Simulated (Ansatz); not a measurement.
Ni2Ge

The calculation's input:

```
crystal:
  lattice:
    - [3.9798102787, 0.0, 0.0]
    - [-1.9899051393, 3.4466168036, 0.0]
    - [0.0, 0.0, 5.02387811]
  atoms:
    - { symbol: Ni, position: [0.66666667, 0.33333333, 0.25] }
    - { symbol: Ni, position: [0.33333333, 0.66666667, 0.75] }
    - { symbol: Ni, position: [0.0, 0.0, 0.0] }
    - { symbol: Ni, position: [0.0, 0.0, 0.5] }
    - { symbol: Ge, position: [0.66666667, 0.33333333, 0.75] }
    - { symbol: Ge, position: [0.33333333, 0.66666667, 0.25] }
basis:
  ecutwfc: 420
kpoints:
  mp_grid: { grid: [12, 12, 8] }
hamiltonian:
  xc: pbesol
scf:
  occupations: { method: gaussian, width: 0.1 }
output:
  forces: true
  stress: true
  eigenvalues: true
  write_density: true
  write_potential: true
  elf: true
  volumetric_format: npy
relax:
  adjacent_minimum: "off"
  f_tol: 0.005
  max_steps: 80
  cell: { stress_tol: 0.05 }
```

Launched as:

```sh
ansatz run input.yaml --threads 2 --pin off --max-ram 5120MiB --backend cpu --events-out ev --progress --plain --runs-dir out
```

Below, planes, directions and counts refer to the conventional cell (a = 3.97 Å, b = 3.97 Å, c = 5.01 Å, α = 90.00°, β = 90.00°, γ = 120.00°).

The fields are those of the run's last geometry, not of the input's.

Space group P6₃/mmc; a structure from a database of computed crystals, not necessarily the ambient phase; computed without spin polarisation.

The calculation used Ansatz 0.2.0, DFT PBEsol, scalar-relativistic, plane waves, PAW.

What can the converged valence pseudo-density and electron localisation function tell about the bonding?

Answer. Ni–Ge (2.29 Å): ρ is about 0.51 e/Å³ halfway; the ELF is about 0.40 at the midpoint.

Metal or insulator at this level of theory?

Answer. It is gapless in this calculation (a metal or semimetal).

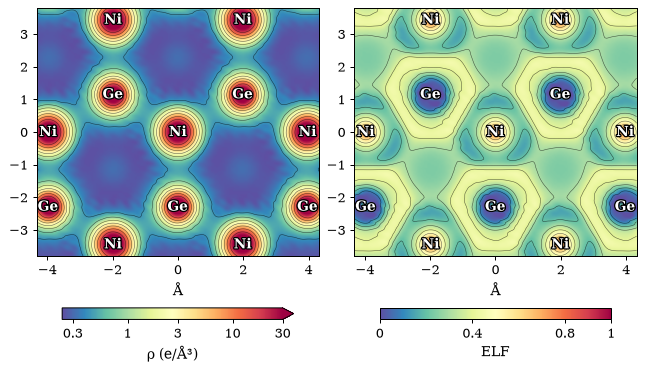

Computed valence pseudo-density and electron localisation function on the (001) plane of the conventional cell, in this order. 

In a PAW calculation such maps are meaningful between the atoms, not at the nuclei.
